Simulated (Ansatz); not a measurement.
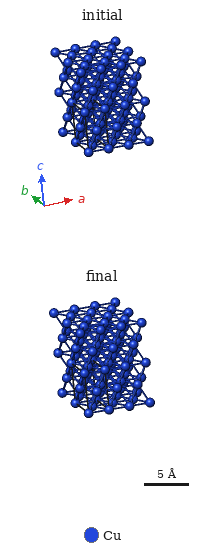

The structure of a crystal of Cu (set up in R-3m) before (top) and after (bottom) a relaxation, at one scale.

A ball-and-stick model of the reduced cell, repeated 3 × 2 × 2 with one cell outlined, seen slightly off an axis. Lengths and directions refer to the drawn axes.

Case: film's bulk on the substrate's plane, third vector and atoms relaxed.

These are results of Ansatz 0.2.0, DFT PBE, scalar-relativistic, plane waves, PAW, not measurements.

The input:
```yaml
crystal:
  lattice:
    - [5.4100282311, 0.0, 0.0]
    - [-2.7050141156, 4.6852218833, 0.0]
    - [-1.3525070578, 0.7808703139, 1.9676427237]
  atoms:
    - { symbol: Cu, position: [0.0, 0.5, 0.0] }
    - { symbol: Cu, position: [0.5, 0.5, 0.0] }
    - { symbol: Cu, position: [0.0, 0.0, 0.0] }
    - { symbol: Cu, position: [0.5, 0.0, 0.0] }
basis:
  ecutwfc: 420
kpoints:
  mp_grid: { grid: [9, 9, 17] }
hamiltonian:
  xc: pbe
scf:
  occupations: { method: gaussian, width: 0.1 }
output:
  forces: true
  stress: true
  eigenvalues: true
relax:
  adjacent_minimum: "off"
  f_tol: 0.01
  max_steps: 50
  cell: { fix: [a, b, gamma], stress_tol: 0.1 }
```

Command:
```bash
ansatz run input.yaml --threads 8 --pin off --max-ram 20480MiB --backend cpu --events-out ev --progress --plain --runs-dir out
```

> What changed between the two?

The atoms keep their places relative to the cell (all moves are under 0.005 Å). The volume changes by +2.3 %, with a 2.512 → 2.551 Å (+1.5 %), b = c 4.577 → 4.593 Å (+0.4 %), α 72.5° → 72.2°, β 85.0° → 85.9°, γ 85.0° → 85.9°. Some distances before and after: Cu1–Cu1 2.512 → 2.551 Å. The space group stays R-3m (No. 166). After 3 accepted moves (4 points after the start) the energy has fallen by 4.7 meV per atom. All forces vanish by symmetry, so only the cell relaxes. The pressure goes from −3.68 to −6.77 GPa. The SCF was repeated once at an unchanged geometry on a basis and grid sized afresh for the cell, which shifted the energy by 0.2 meV per atom at most.
